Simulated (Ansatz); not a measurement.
System: Si12H6C (slab).

```
CELL_PARAMETERS angstrom
7.68059 0.00000 0.00000
0.00000 7.68059 0.00000
0.00000 0.00000 22.80875
ATOMIC_POSITIONS crystal
Si 0.11006 0.00000 0.65646
Si 0.14064 0.50000 0.64154
Si 0.41700 0.00000 0.65559
Si 0.43135 0.50000 0.67164
Si 0.01053 0.24643 0.60648
Si 0.01053 0.75357 0.60648
Si 0.48951 0.26039 0.60793
Si 0.48951 0.73961 0.60793
Si 0.25546 0.24920 0.54166
Si 0.25546 0.75080 0.54166
Si 0.74845 0.25372 0.55169
Si 0.74845 0.74628 0.55169
Si 0.24736 0.00000 0.48357
Si 0.25166 0.50000 0.48423
Si 0.74803 0.00000 0.49170
Si 0.75277 0.50000 0.48958
Si 0.99305 0.00000 0.42802
Si 0.99860 0.50000 0.42758
Si 0.50290 0.00000 0.42807
Si 0.50490 0.50000 0.42773
Si 0.00000 0.25000 0.36916
Si 0.00000 0.75000 0.36916
Si 0.50000 0.25000 0.36916
Si 0.50000 0.75000 0.36916
H 0.84897 0.25000 0.32882
H 0.15103 0.25000 0.32882
H 0.84897 0.75000 0.32882
H 0.15103 0.75000 0.32882
H 0.34897 0.25000 0.32882
H 0.65103 0.25000 0.32882
H 0.34897 0.75000 0.32882
H 0.65103 0.75000 0.32882
C 0.16094 0.00000 0.73975
C 0.36385 0.00000 0.73903
H 0.10697 0.11563 0.76145
H 0.10697 0.88437 0.76145
H 0.41837 0.11585 0.76046
H 0.41837 0.88415 0.76046
```

Theory: DFT PBE+D3(BJ), scalar-relativistic, plane waves, PAW (Ansatz 0.2.0).

**What can the converged valence pseudo-density and electron localisation function tell about the bonding?**

Si–H (1.48 Å): ρ at the midpoint is about 0.74 e/Å³; the ELF is about 1 at the midpoint; a covalent bond by its length.
Si–Si (2.35 Å): the density is about 0.57 e/Å³ at the midpoint; the ELF peaks at about 0.95 between the atoms, as expected for a shared electron pair.
Si–Si (2.39 Å): the density is about 0.52 e/Å³ at the midpoint; the ELF peaks at about 0.95 between the atoms: a shared electron pair.

**Does the calculation make it a metal, or give it a gap?**

It is gapped, with a Kohn–Sham gap of 0.73 eV on the k-point mesh (the band edges may lie off the mesh, which would make the gap smaller).

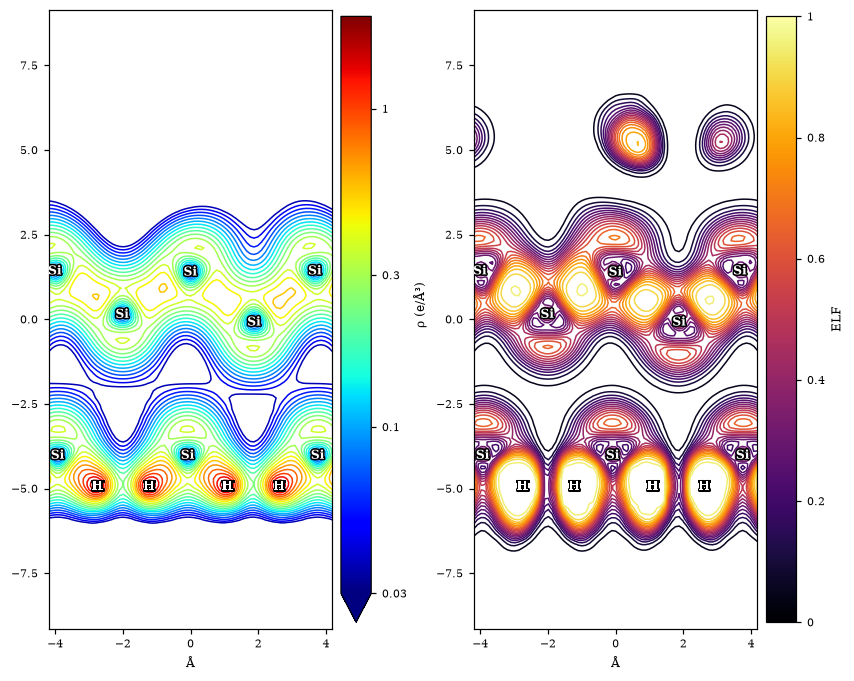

Computed valence pseudo-density and electron localisation function on the (010) plane of the calculation cell, a cut from vacuum to vacuum, in this order. 

In a PAW calculation such maps are meaningful between the atoms, not at the nuclei.
